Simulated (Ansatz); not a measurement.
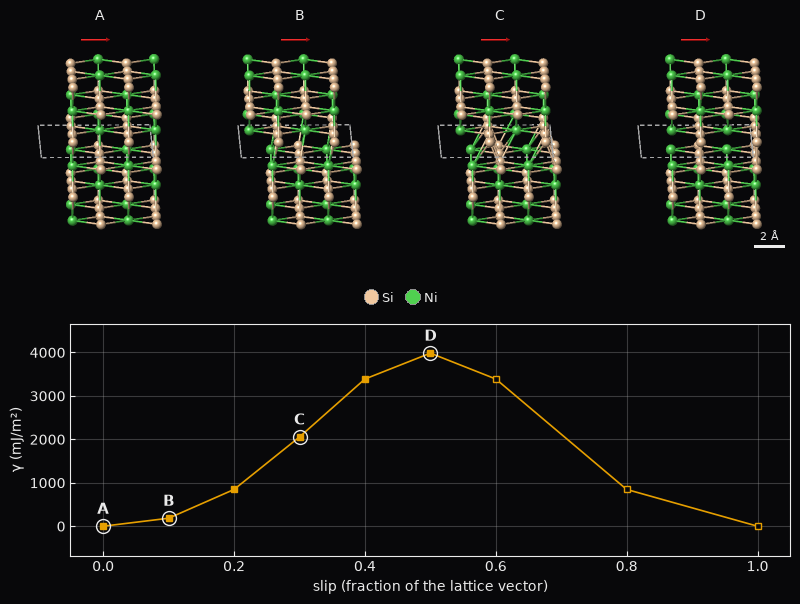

A scan of crystalline Si₂Ni (Fm-3m): the crystal above a cut along the (0 1 1) plane of the conventional cell (between a plane of Ni/Si below and one of Ni/Si above, 1.91 Å apart) is slid rigidly by fractions of an in-plane lattice vector 3.81 Å long (a generalised stacking fault). One cut stands in each cell, which starts 9.5 Å high; nothing is relaxed, and the dashed outline marks the cut, the arrow on top the direction of slip. The lettered frames are marked on the plot. Hollow markers are points alike by symmetry, not computed again. A ball-and-stick model of the layers on both sides of the cut, seen from the side, nearly along the cut plane.

These are results of Ansatz 0.2.0, DFT PBEsol, scalar-relativistic, plane waves, PAW, not measurements. (plane-wave cutoff 420 eV; k-point mesh 9 × 13 × 5; occupations gaussian; smearing width 0.15 eV; no spin polarisation). Energies (free energies at the smearing named) are counted from the relaxed crystal.

What does the scan show?

Answer. The curve starts and ends at zero, since a full lattice vector restores the crystal. Its highest computed point is 3984 mJ/m² at slip 0.50. The points are too sparse to place its extrema closely. Relaxation across the fault would lower the values.

Limits of the set-up: an element that often carries a moment was run without spin polarisation.
